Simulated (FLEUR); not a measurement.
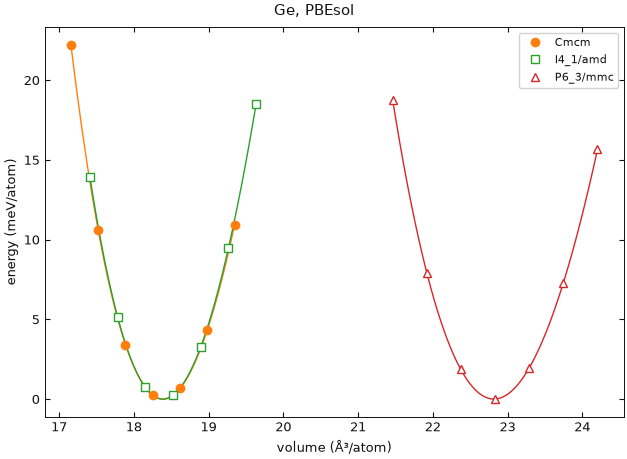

Energy against volume, with one curve for each structure, for Ge. Each energy curve has its own zero, so the curves don't rank the structures.

Settings that differ: Cmcm: k mesh 10×10×6; I4_1/amd: k mesh 11×11×11; P6_3/mmc: k mesh 8×8×4.

The fitted equilibrium volumes, smallest first, are I4_1/amd 18.387, Cmcm 18.389, P6_3/mmc 22.818 Å³/atom. The fitted bulk moduli, smallest first, are P6_3/mmc 66.6, Cmcm 76.6, I4_1/amd 78.5 GPa.

Method: all-electron LAPW DFT, no spin polarisation; energies at scaled volumes of the given cell, shape and fractions fixed, counted from the fit's minimum, third-order Birch-Murnaghan fit (FLEUR MaX-R8.1 (later development tree)). Level: PBEsol.

| setting | value |
| --- | --- |
| occupations | Fermi–Dirac |
| smearing width | 0.05 eV |
| potentials | all electron |

Limits of the calculation: shape and atomic fractions are frozen while scaling, which makes layered, chain and framework solids too stiff.
